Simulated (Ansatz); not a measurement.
# Nudged elastic band of W₁₆C (part 1 of 3)

W₁₆C (defect cell, 17 atoms in the cell), computed with DFT PBE, scalar-relativistic, plane waves, PAW, PAW set soft_1, no spin polarisation (Ansatz 0.2.0).

It belongs to a series of runs on one base structure; here: band between the two ends. Figures and captions count atoms from 1; the log counts them from 0 in places.

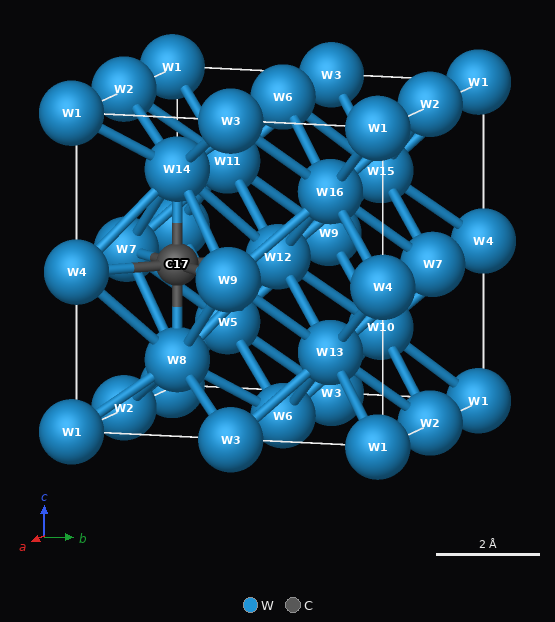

**Figure 1.** The starting structure (ball-and-stick view of the cell of the calculation, seen slightly off an axis; atoms are numbered from 1 in the order of the input). An atom can appear more than once, as a periodic image.

## Input
```yaml
crystal:
  lattice:
    - [6.32, 0.0, 0.0]
    - [0.0, 6.32, 0.0]
    - [0.0, 0.0, 6.32]
  atoms:
    - { symbol: W, position: [0.01718336, -0.01061798, 0.00034741] }
    - { symbol: W, position: [0.49733161, -0.01039208, 0.0003642] }
    - { symbol: W, position: [0.01719392, 0.50922923, 0.00033588] }
    - { symbol: W, position: [0.00478541, 0.00147223, 0.50039301] }
    - { symbol: W, position: [0.25733401, 0.24924179, 0.24816242] }
    - { symbol: W, position: [0.49714582, 0.50905611, 0.00035827] }
    - { symbol: W, position: [0.50978505, 0.00166609, 0.50038094] }
    - { symbol: W, position: [0.75746936, 0.24943156, 0.20178671] }
    - { symbol: W, position: [0.00506893, 0.49705443, 0.50038592] }
    - { symbol: W, position: [0.25738821, 0.74941438, 0.25445503] }
    - { symbol: W, position: [0.2573117, 0.24923621, 0.75241886] }
    - { symbol: W, position: [0.50972473, 0.49704353, 0.50038395] }
    - { symbol: W, position: [0.7571928, 0.7493047, 0.24791193] }
    - { symbol: W, position: [0.75739217, 0.24925123, 0.79926163] }
    - { symbol: W, position: [0.2574184, 0.74944512, 0.74628006] }
    - { symbol: W, position: [0.75718447, 0.74920995, 0.75284671] }
    - { symbol: C, position: [0.75739806, 0.24929137, 0.50054666] }
basis:
  ecutwfc: 420.0
kpoints:
  mp_grid: { grid: [3, 3, 3] }
hamiltonian:
  xc: pbe
  pseudopotentials: { kind: paw, azcp: { folder: soft_1 } }
scf:
  occupations: { method: gaussian, width: 0.05 }
  lower_state_search: "off"
neb:
  images: 5
  f_tol: 0.03
  initial_path: idpp
  max_iterations: 68
  final_atoms:
    - { symbol: W, position: [-1.722e-05, -0.00207997, -0.00690511] }
    - { symbol: W, position: [0.49998187, 0.00425571, -0.00691484] }
    - { symbol: W, position: [-1.697e-05, 0.50265233, -0.00690127] }
    - { symbol: W, position: [-1.618e-05, -0.04853298, 0.49306766] }
    - { symbol: W, position: [0.24757577, 0.25027351, 0.24541528] }
    - { symbol: W, position: [0.49998224, 0.49627684, -0.00692843] }
    - { symbol: W, position: [0.4999834, -0.00194448, 0.49305432] }
    - { symbol: W, position: [0.75238232, 0.2502735, 0.24540711] }
    - { symbol: W, position: [-1.691e-05, 0.54906096, 0.49308162] }
    - { symbol: W, position: [0.25994189, 0.75027121, 0.23315955] }
    - { symbol: W, position: [0.24762259, 0.25027223, 0.7407377] }
    - { symbol: W, position: [0.49998298, 0.5025184, 0.49305538] }
    - { symbol: W, position: [0.74001951, 0.75027124, 0.2331559] }
    - { symbol: W, position: [0.75234723, 0.25027233, 0.74072763] }
    - { symbol: W, position: [0.2599592, 0.75027693, 0.75296768] }
    - { symbol: W, position: [0.74000951, 0.75027689, 0.75296766] }
    - { symbol: C, position: [0.99998308, 0.25026352, 0.49305422] }
  order_check: true
```

Launch command:
```bash
ansatz run input.yaml --threads 4 --pin off --max-ram 10240MiB --backend cpu --events-out ev --progress --plain --runs-dir out
```

## What the program printed
```
Warning: neb: disabling space-group detection — the band's intermediate images generally break the endpoint symmetry, so no spatial operation reduces the k-mesh or symmetrises the density, except that a semilocal band can use its path's symmetry ahead of convergence; time reversal is kept, so that k and −k are solved as one point where they differ and the mesh holds both, and exact exchange and, on two spinor components, a DFT+U term hold to it where the run has them: on two components no moment then forms, and a state that bears one, which a typed moment (crystal.atoms[].spin; refused beside efield: under a hybrid functional) reaches, can lie lower, under hf by electronvolts; crystal.symmetry.detect: false (a key that needs symmetry detection or time reversal refuses this as the deck is read) with time_reversal: false beside it drops time reversal too
Engine: ansatz 0.2.0, x86_64-unknown-linux-gnu
Pseudopotentials: kind: paw
Pseudopotential: W, paw, valence charge 14, recommended cutoff 420 eV (normal), [file]
Pseudopotential: C, paw, valence charge 4, recommended cutoff 420 eV (normal), [file]
Functional definition: PBE
  parameter kappa = 0.804
  parameter beta = 0.06672455060314922
  exchange = pbe_x(kappa = kappa, mu = beta*pi^2/3)
  correlation = pbe_c(beta = beta)
parallel-image band execution: 4 concurrent image workers
NEB image 0
Crystal: 17 atoms, lattice volume = 252.436 Å³
Basis set: ecut = 420 eV, 4945 PW (Γ), exchange–correlation on 90×90×90 points (8 copies of the dense FFT grid, shifted against one another)
Bands: 137, of which v1, the nominal top of the filled ones, is band 114 counted from 1 (113 counted from 0)
Symmetry: 1 space group operations
k-points: 14 of 27 (time reversal used)
Non-local potential: W, projectors of the file, l = 0: 3, l = 1: 2, l = 2: 2, l = 3: 1
Non-local potential: C, projectors of the file, l = 0: 2, l = 1: 2, l = 2: 1
PAW form: soft (Blöchl's): semilocal exchange-correlation on the pseudo side does not see the compensation charge
PAW one-centre angular grid: W, 590 points (default); XC on 64 Gauss nodes
PAW one-centre angular grid: C, 110 points (default); XC on 64 Gauss nodes
Initial density: superposition of atomic densities (chi_scale 0.1, normalization cell, long waves kept (reshape's long-wave potential 0.02 eV rms))
Initial wavefunctions: pseudopotential atomic-orbital guess
Functional: x = pbe(κ = 0.804, μ = 0.2195149727645171), c = pbe(β = 0.06672455060314922)
SCF iter   1: F=—  HF=-166427.399124 eV  |F-HF|=—  |Δ(HF+E_count)|=         —  Δρ=7.40e-2  dr2=1.57e1  ethr=3.10e-3  ⟨swp⟩=4.9  Hψ=6932  notcnv=0  defer=5
preconditioner: auto → Resta (q_TF=auto, 2.682 Å⁻¹)  ε∞=16.7  [insulator: Δε(μ)=0.077 eV  Ē_g=5.900 eV  σ=0.050 eV  W_gap=0.71  n_scr=80 (ndim 8)  ℏωp=23.4 eV  f_vac=0.000  D(μ)=7.71/eV (n_scr^D=56)  ε∞_Penn≈16.7]
SCF iter   2: F=—  HF=-166424.061756 eV  |F-HF|=—  |Δ(HF+E_count)|=    3.34e0  Δρ=3.98e-2  dr2=4.14e0  ethr=3.10e-3  ⟨swp⟩=2.0  Hψ=3017  notcnv=0  defer=217
SCF iter   3: F=—  HF=-166422.892874 eV  |F-HF|=—  |Δ(HF+E_count)|=    1.17e0  Δρ=5.31e-3  dr2=4.07e-2  ethr=1.82e-3  ⟨swp⟩=2.0  Hψ=2580  notcnv=0  defer=217
SCF iter   4: F=—  HF=-166422.887815 eV  |F-HF|=—  |Δ(HF+E_count)|=   5.06e-3  Δρ=6.87e-4  dr2=1.14e-3  ethr=1.78e-5  ⟨swp⟩=2.1  Hψ=2765  notcnv=0  defer=207
SCF iter   5: F=—  HF=-166422.887878 eV  |F-HF|=—  |Δ(HF+E_count)|=   6.24e-5  Δρ=1.19e-4  dr2=2.75e-5  ethr=5.02e-7  ⟨swp⟩=2.0  Hψ=2397  notcnv=0  defer=207
SCF iter   6: F=—  HF=-166422.887701 eV  |F-HF|=—  |Δ(HF+E_count)|=   1.77e-4  Δρ=1.67e-5  dr2=5.89e-7  ethr=1.21e-8  ⟨swp⟩=2.0  Hψ=2426  notcnv=0  defer=207
SCF iter   7: F=-166422.887701 eV  HF=-166422.887701 eV  |F-HF|=4.69e-9  |Δ(HF+E_count)|=   9.36e-8  Δρ=2.71e-6  dr2=1.55e-8  ethr=4.39e-11  ⟨swp⟩=4.0  Hψ=5878  notcnv=0
SCF 1 converged in 7 iterations: F = -166422.887701 eV  dr2 = 1.55e-8
  greatest PAW one-centre occupation: 0.999 electrons in one spin orbital (limit 2), on the W atom at site 13 (counted from 0), in its partial waves of l = 0
NSCF: frozen V_eff on 14 k-points
NEB image 6
SCF iter   1: F=—  HF=-166427.399143 eV  |F-HF|=—  |Δ(HF+E_count)|=         —  Δρ=7.40e-2  dr2=1.57e1  ethr=3.10e-3  ⟨swp⟩=4.9  Hψ=6944  notcnv=0  defer=4
preconditioner: auto → Resta (q_TF=auto, 2.682 Å⁻¹)  ε∞=16.7  [insulator: Δε(μ)=0.076 eV  Ē_g=5.900 eV  σ=0.050 eV  W_gap=0.70  n_scr=80 (ndim 8)  ℏωp=23.4 eV  f_vac=0.000  D(μ)=7.78/eV (n_scr^D=56)  ε∞_Penn≈16.7]
SCF iter   2: F=—  HF=-166424.062323 eV  |F-HF|=—  |Δ(HF+E_count)|=    3.34e0  Δρ=3.98e-2  dr2=4.15e0  ethr=3.10e-3  ⟨swp⟩=2.0  Hψ=3013  notcnv=0  defer=221
SCF iter   3: F=—  HF=-166422.893002 eV  |F-HF|=—  |Δ(HF+E_count)|=    1.17e0  Δρ=5.30e-3  dr2=4.06e-2  ethr=1.82e-3  ⟨swp⟩=2.0  Hψ=2572  notcnv=0  defer=221
SCF iter   4: F=—  HF=-166422.887953 eV  |F-HF|=—  |Δ(HF+E_count)|=   5.05e-3  Δρ=6.87e-4  dr2=1.15e-3  ethr=1.78e-5  ⟨swp⟩=2.1  Hψ=2765  notcnv=0  defer=211
SCF iter   5: F=—  HF=-166422.888008 eV  |F-HF|=—  |Δ(HF+E_count)|=   5.50e-5  Δρ=1.19e-4  dr2=2.76e-5  ethr=5.04e-7  ⟨swp⟩=2.0  Hψ=2393  notcnv=0  defer=211
SCF iter   6: F=—  HF=-166422.887853 eV  |F-HF|=—  |Δ(HF+E_count)|=   1.55e-4  Δρ=1.67e-5  dr2=5.93e-7  ethr=1.21e-8  ⟨swp⟩=2.0  Hψ=2422  notcnv=0  defer=211
SCF iter   7: F=-166422.887853 eV  HF=-166422.887853 eV  |F-HF|=4.92e-9  |Δ(HF+E_count)|=   9.38e-8  Δρ=2.72e-6  dr2=1.56e-8  ethr=4.39e-11  ⟨swp⟩=4.0  Hψ=5881  notcnv=0
SCF 2 converged in 7 iterations: F = -166422.887853 eV  dr2 = 1.56e-8
  greatest PAW one-centre occupation: 0.999 electrons in one spin orbital (limit 2), on the W atom at site 3 (counted from 0), in its partial waves of l = 0
NSCF: frozen V_eff on 14 k-points
NEB end point (image 0): max|allowed force component| = 2.857e-2 eV/Å (the criterion of neb.relax_end_points is 1.000e-2)
NEB end point (image 6): max|allowed force component| = 1.453e-2 eV/Å (the criterion of neb.relax_end_points is 1.000e-2)
NEB image 1
SCF iter   1: F=—  HF=-166426.895654 eV  |F-HF|=—  |Δ(HF+E_count)|=         —  Δρ=7.42e-2  dr2=1.55e1  ethr=3.10e-3  ⟨swp⟩=4.6  Hψ=6950  notcnv=0  defer=5
preconditioner: auto → Resta (q_TF=auto, 2.682 Å⁻¹)  ε∞=16.8  [insulator: Δε(μ)=0.055 eV  Ē_g=5.877 eV  σ=0.050 eV  W_gap=0.53  n_scr=80 (ndim 8)  ℏωp=23.4 eV  f_vac=0.000  D(μ)=7.75/eV (n_scr^D=56)  ε∞_Penn≈16.8]
SCF iter   2: F=—  HF=-166423.570822 eV  |F-HF|=—  |Δ(HF+E_count)|=    3.32e0  Δρ=3.99e-2  dr2=4.07e0  ethr=3.10e-3  ⟨swp⟩=2.0  Hψ=3021  notcnv=0  defer=213
SCF iter   3: F=—  HF=-166422.407966 eV  |F-HF|=—  |Δ(HF+E_count)|=    1.16e0  Δρ=5.31e-3  dr2=4.08e-2  ethr=1.79e-3  ⟨swp⟩=2.0  Hψ=2514  notcnv=0  defer=213
SCF iter   4: F=—  HF=-166422.402503 eV  |F-HF|=—  |Δ(HF+E_count)|=   5.46e-3  Δρ=6.96e-4  dr2=1.39e-3  ethr=1.79e-5  ⟨swp⟩=2.0  Hψ=2805  notcnv=0  defer=213
SCF iter   5: F=—  HF=-166422.402490 eV  |F-HF|=—  |Δ(HF+E_count)|=   1.33e-5  Δρ=1.31e-4  dr2=3.88e-5  ethr=6.10e-7  ⟨swp⟩=2.0  Hψ=2400  notcnv=0  defer=213
SCF iter   6: F=—  HF=-166422.402355 eV  |F-HF|=—  |Δ(HF+E_count)|=   1.35e-4  Δρ=1.98e-5  dr2=8.19e-7  ethr=1.70e-8  ⟨swp⟩=2.0  Hψ=2402  notcnv=0  defer=213
SCF iter   7: F=-166422.402355 eV  HF=-166422.402355 eV  |F-HF|=1.02e-8  |Δ(HF+E_count)|=   1.37e-7  Δρ=3.20e-6  dr2=2.47e-8  ethr=4.39e-11  ⟨swp⟩=4.0  Hψ=5876  notcnv=0
[...]
  greatest PAW one-centre occupation: 0.999 electrons in one spin orbital (limit 2), on the W atom at site 7 (counted from 0), in its partial waves of l = 0
NEB image 2
preconditioner: auto → Kerker (q_TF=auto, 2.682 Å⁻¹)  [metal: Δε(μ)=0.015 eV  Ē_g=5.842 eV  σ=0.050 eV  W_gap=0.16  n_scr=80 (ndim 8)  ℏωp=23.4 eV  f_vac=0.000  D(μ)=13.72/eV (n_scr^D=122)]
NEB image 3
preconditioner: auto → Kerker (q_TF=auto, 2.682 Å⁻¹)  [metal: Δε(μ)=0.010 eV  Ē_g=5.830 eV  σ=0.050 eV  W_gap=0.11  n_scr=80 (ndim 8)  ℏωp=23.4 eV  f_vac=0.000  D(μ)=13.44/eV (n_scr^D=122)]
NEB image 4
preconditioner: auto → Kerker (q_TF=auto, 2.682 Å⁻¹)  [metal: Δε(μ)=0.020 eV  Ē_g=5.843 eV  σ=0.050 eV  W_gap=0.22  n_scr=80 (ndim 8)  ℏωp=23.4 eV  f_vac=0.000  D(μ)=17.79/eV (n_scr^D=178)]
NEB image 5
preconditioner: auto → Kerker (q_TF=auto, 2.682 Å⁻¹)  [metal: Δε(μ)=0.032 eV  Ē_g=5.881 eV  σ=0.050 eV  W_gap=0.35  n_scr=80 (ndim 8)  ℏωp=23.4 eV  f_vac=0.000  D(μ)=8.22/eV (n_scr^D=56)]
preconditioner: auto → Resta (q_TF=auto, 2.682 Å⁻¹)  ε∞=17.6  [insulator: Δε(μ)=0.082 eV  Ē_g=5.738 eV  σ=0.050 eV  W_gap=0.70  n_scr=80 (ndim 8)  ℏωp=23.4 eV  f_vac=0.000  D(μ)=4.59/eV (n_scr^D=26)  ε∞_Penn≈17.6]
NEB iter   1: max|band force component| = 7.218e0 eV/Å  barrier→ = 2.1271 eV  barrier← = 2.1273 eV  Δτ_max = 0.1009 Å  (52 SCF iters)
NEB image 1
Initial density: handed on by an earlier stage of this run
Initial wavefunctions: those handed on with the density
preconditioner: auto → Resta (q_TF=auto, 2.682 Å⁻¹)  ε∞=18.6  [insulator: Δε(μ)=0.068 eV  Ē_g=5.571 eV  σ=0.050 eV  W_gap=0.66  n_scr=80 (ndim 8)  ℏωp=23.4 eV  f_vac=0.000  D(μ)=7.59/eV (n_scr^D=56)  ε∞_Penn≈18.6]
NEB image 2
preconditioner: auto → Kerker (q_TF=auto, 2.682 Å⁻¹)  [metal: Δε(μ)=0.020 eV  Ē_g=5.535 eV  σ=0.050 eV  W_gap=0.22  n_scr=80 (ndim 8)  ℏωp=23.4 eV  f_vac=0.000  D(μ)=7.48/eV (n_scr^D=56)]
NEB image 3
preconditioner: auto → Kerker (q_TF=auto, 2.682 Å⁻¹)  [metal: Δε(μ)=0.009 eV  Ē_g=5.510 eV  σ=0.050 eV  W_gap=0.10  n_scr=80 (ndim 8)  ℏωp=23.4 eV  f_vac=0.000  D(μ)=13.02/eV (n_scr^D=122)]
  greatest PAW one-centre occupation: 0.999 electrons in one spin orbital (limit 2), on the W atom at site 8 (counted from 0), in its partial waves of l = 0
NEB image 4
preconditioner: auto → Kerker (q_TF=auto, 2.682 Å⁻¹)  [metal: Δε(μ)=0.019 eV  Ē_g=5.535 eV  σ=0.050 eV  W_gap=0.21  n_scr=80 (ndim 8)  ℏωp=23.4 eV  f_vac=0.000  D(μ)=9.40/eV (n_scr^D=80)]
NEB image 5
preconditioner: auto → Resta (q_TF=auto, 2.682 Å⁻¹)  ε∞=18.6  [insulator: Δε(μ)=0.094 eV  Ē_g=5.571 eV  σ=0.050 eV  W_gap=0.80  n_scr=80 (ndim 8)  ℏωp=23.4 eV  f_vac=0.000  D(μ)=6.62/eV (n_scr^D=32)  ε∞_Penn≈18.6]
NEB iter   2: max|band force component| = 1.573e0 eV/Å  barrier→ = 1.9633 eV  barrier← = 1.9635 eV  Δτ_max = 0.0651 Å  (33 SCF iters)
[... from here on the SCF iterations and repeated set-up lines of each step are left out, up to the last step ...]
NEB image 1
NEB image 2
NEB image 3
NEB image 4
NEB image 5
NEB iter   3: max|band force component| = 9.571e-1 eV/Å  barrier→ = 1.6260 eV  barrier← = 1.6261 eV  Δτ_max = 0.0315 Å  (30 SCF iters)
NEB image 1
NEB image 2
NEB image 3
NEB image 4
NEB image 5
NEB iter   4: max|band force component| = 5.519e-1 eV/Å  barrier→ = 1.5963 eV  barrier← = 1.5964 eV  Δτ_max = 0.0747 Å  (30 SCF iters)
NEB image 1
NEB image 2
NEB image 3
NEB image 4
NEB image 5
NEB iter   5: max|band force component| = 2.887e-1 eV/Å  barrier→ = 1.5729 eV  barrier← = 1.5730 eV  CI = image 3  Δτ_max = 0.0243 Å  (30 SCF iters)
NEB image 1
NEB image 2
NEB image 3
NEB image 4
NEB image 5
NEB iter   6: max|band force component| = 1.567e-1 eV/Å  barrier→ = 1.5662 eV  barrier← = 1.5663 eV  CI = image 3  Δτ_max = 0.0124 Å  (30 SCF iters)
NEB image 1
preconditioner: auto → Resta (q_TF=auto, 2.682 Å⁻¹)  ε∞=18.6  [insulator: Δε(μ)=0.099 eV  Ē_g=5.571 eV  σ=0.050 eV  W_gap=0.82  n_scr=80 (ndim 8)  ℏωp=23.4 eV  f_vac=0.000  D(μ)=4.93/eV (n_scr^D=26)  ε∞_Penn≈18.6]
NEB image 2
preconditioner: auto → Kerker (q_TF=auto, 2.682 Å⁻¹)  [metal: Δε(μ)=0.030 eV  Ē_g=5.539 eV  σ=0.050 eV  W_gap=0.31  n_scr=80 (ndim 8)  ℏωp=23.4 eV  f_vac=0.000  D(μ)=8.44/eV (n_scr^D=80)]
NEB image 3
preconditioner: auto → Kerker (q_TF=auto, 2.682 Å⁻¹)  [metal: Δε(μ)=0.038 eV  Ē_g=5.518 eV  σ=0.050 eV  W_gap=0.38  n_scr=80 (ndim 8)  ℏωp=23.4 eV  f_vac=0.000  D(μ)=12.01/eV (n_scr^D=92)]
NEB image 4
preconditioner: auto → Kerker (q_TF=auto, 2.682 Å⁻¹)  [metal: Δε(μ)=0.031 eV  Ē_g=5.539 eV  σ=0.050 eV  W_gap=0.32  n_scr=80 (ndim 8)  ℏωp=23.4 eV  f_vac=0.000  D(μ)=8.35/eV (n_scr^D=80)]
NEB image 5
preconditioner: auto → Resta (q_TF=auto, 2.682 Å⁻¹)  ε∞=18.6  [insulator: Δε(μ)=0.099 eV  Ē_g=5.571 eV  σ=0.050 eV  W_gap=0.82  n_scr=80 (ndim 8)  ℏωp=23.4 eV  f_vac=0.000  D(μ)=4.92/eV (n_scr^D=26)  ε∞_Penn≈18.6]
NEB image 1
NSCF: frozen V_eff on 14 k-points
NEB image 2
NSCF: frozen V_eff on 14 k-points
NEB image 4
NSCF: frozen V_eff on 14 k-points
```
